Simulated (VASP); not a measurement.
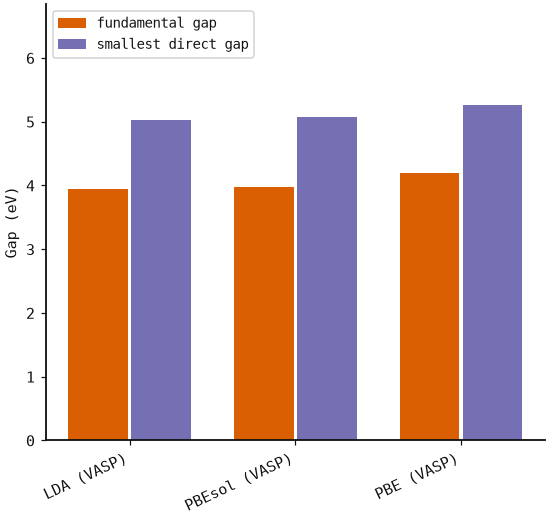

Gaps of LiH, space group F-43m, 2 atoms in the cell, zincblende type, at several levels of theory on one cell (VASP, plane waves and PAW; edges over the mesh and the special points).

### How does the gap depend on the level, and does its kind change?

In rising order: LDA (VASP) 3.94 eV, PBEsol (VASP) 3.98 eV and PBE (VASP) 4.20 eV. It is indirect at every level.
